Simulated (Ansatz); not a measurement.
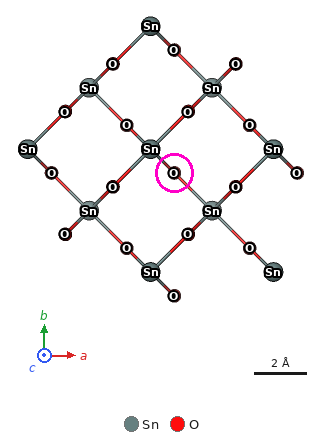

Perfect SnO$_{2}$. The picture is a ball-and-stick view of the atoms within 6.0 Å of one point, in a slice 4.2 Å thick across the line of sight, seen along the c axis.

Method: DFT, PBEsol, PAW, plane waves (Ansatz 0.2.0). (plane-wave cutoff 420 eV; k-point mesh 1 × 1 × 1; mesh shifted by (0.25, 0.25, 0.25); no spin polarisation) Fermi-Dirac smearing of 0.01 eV. A uniform background neutralises the charged cell. The axes drawn are those of the host's conventional cell.

An oxygen atom is taken out (a vacancy) at the ringed place, in charge state +2. The supercell has 72 sites, and the atoms are relaxed at the host's cell.

> Predict the relaxed surroundings of the defect.

Around the empty O site the host had 3 Sn at 2.07 Å; after relaxation the nearest atoms are 3 Sn at 2.29 Å, 1 O at 2.49 Å. Of the host's atoms, a tin atom moves furthest from its site, by 0.23 Å.

The relaxed defect, seen from the same direction:

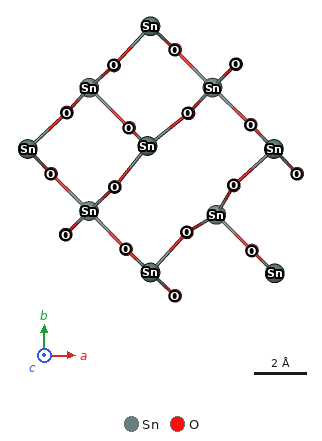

Limits of the set-up: the cell is charged, on a uniform background, and energies carry no finite-size correction.
